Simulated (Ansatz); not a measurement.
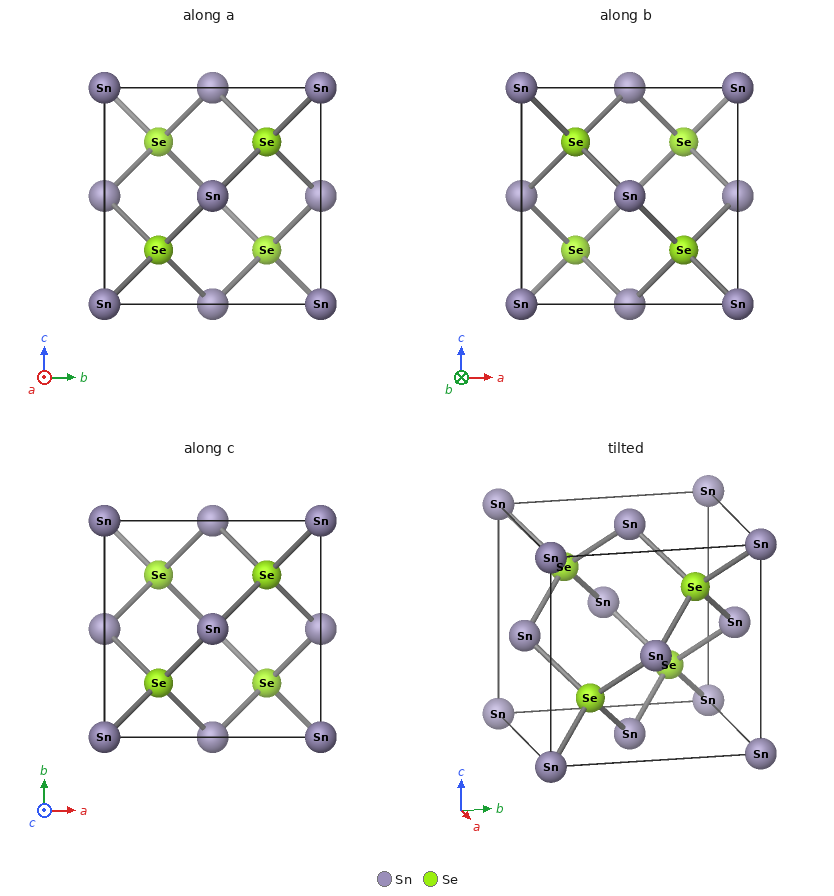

An orthographic ball-and-stick view of the structure, along the a axis, along the b axis, along the c axis and slightly off an axis. The wireframe shows the conventional unit cell.

Lattice parameters: a = 6.7280 Å, b = 6.7280 Å, c = 6.7280 Å, α = 90.000°, β = 90.000°, γ = 90.000°.

Question: Write down what is shown as a CIF in P1 with every atom of the cell.

Answer:
```cif
data_structure
_symmetry_space_group_name_H-M 'P 1'
_symmetry_Int_Tables_number 1
_cell_length_a 6.7280
_cell_length_b 6.7280
_cell_length_c 6.7280
_cell_angle_alpha 90.000
_cell_angle_beta 90.000
_cell_angle_gamma 90.000
_cell_volume 304.55
loop_
_atom_site_label
_atom_site_type_symbol
_atom_site_fract_x
_atom_site_fract_y
_atom_site_fract_z
_atom_site_occupancy
Sn1 Sn 0.0000 0.0000 0.0000 1
Se1 Se 0.2500 0.2500 0.7500 1
Sn2 Sn 0.0000 0.5000 0.5000 1
Se2 Se 0.2500 0.7500 0.2500 1
Sn3 Sn 0.5000 0.0000 0.5000 1
Se3 Se 0.7500 0.2500 0.2500 1
Sn4 Sn 0.5000 0.5000 0.0000 1
Se4 Se 0.7500 0.7500 0.7500 1
```

The structure comes from a structure type filled with these elements by a generator (whether the compound takes this form wasn't checked). Earlier steps of the study may have refined or changed the cell and positions. It went into a calculation with Ansatz.
